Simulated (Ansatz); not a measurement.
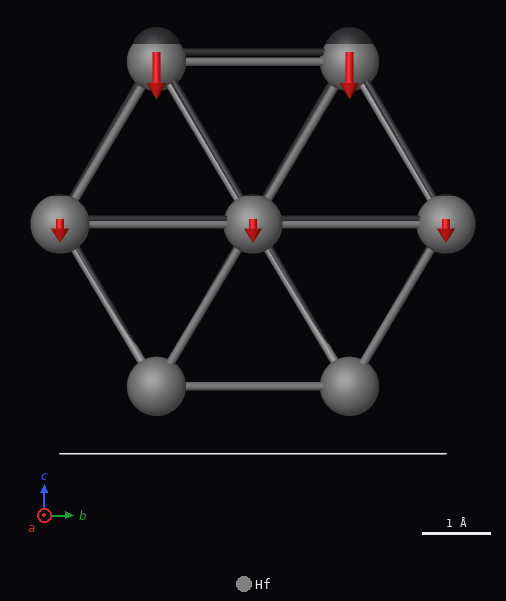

This is a constrained relaxation of a slab of composition Hf (cut from the Im-3m phase). The starting structure is drawn faded, the final one solid; red arrows show the displacements, 5 times their true length.

A ball-and-stick model of the cell of the calculation, outlined in the plane, without the vacuum, seen along the a axis.

Case: clean slab, lower planes held. The slab is the (1 1 0) face of Hf. 4 atoms are held fixed.

Computed with Ansatz 0.2.0, DFT PBE+D3(BJ), scalar-relativistic, plane waves, PAW.

The input:
```yaml
crystal:
  lattice:
    - [6.0703438127, 0.0, 0.0]
    - [-2.0234479376, 5.7231750321, 0.0]
    - [0.0, 0.0, 20.9564149681]
  atoms:
    - { symbol: Hf, position: [0.25, 0.25, 0.3817446835] }
    - { symbol: Hf, position: [0.25, 0.75, 0.3817446835] }
    - { symbol: Hf, position: [0.75, 0.25, 0.3817446835] }
    - { symbol: Hf, position: [0.75, 0.75, 0.3817446835] }
    - { symbol: Hf, position: [0.5, 0.5, 0.5] }
    - { symbol: Hf, position: [0.5, 0.0, 0.5] }
    - { symbol: Hf, position: [0.0, 0.5, 0.5] }
    - { symbol: Hf, position: [0.0, 0.0, 0.5] }
    - { symbol: Hf, position: [0.75, 0.75, 0.6182553165] }
    - { symbol: Hf, position: [0.75, 0.25, 0.6182553165] }
    - { symbol: Hf, position: [0.25, 0.75, 0.6182553165] }
    - { symbol: Hf, position: [0.25, 0.25, 0.6182553165] }
basis:
  ecutwfc: 420
kpoints:
  mp_grid: { grid: [3, 3, 1] }
hamiltonian:
  xc: pbe
  dispersion: d3bj
scf:
  occupations: { method: gaussian, width: 0.1 }
output:
  forces: true
  eigenvalues: true
  write_density: true
  write_potential: true
  elf: true
  volumetric_format: npy
relax:
  adjacent_minimum: "off"
  f_tol: 0.03
  max_steps: 70
  constraints: [{ sites: [0, 1, 2, 3] }]
efield:
  axis: 3
  dipole_correction: true
  ramp_width: 0.04
```

Command:
```bash
ansatz run input.yaml --threads 4 --pin off --max-ram 10240MiB --backend cpu --events-out ev --progress --plain --runs-dir out
```

Q: What did the optimiser do to the structure, and how much energy did it gain?

A: The largest moves, 0.14 Å, are those of Hf9, Hf10, Hf11 and Hf12. Hf9 goes along the normal (−c). The cell stays as it was. Among the contacts that change: Hf1–Hf5 3.035 → 2.978 Å, Hf1–Hf6 3.505 → 3.455 Å. Over 2 accepted moves (3 points after the start) the energy falls by 75.0 meV per cell of the calculation. The largest force component goes from 0.27 to 0.0041 eV/Å. 1 step only repeated the SCF at the same geometry.
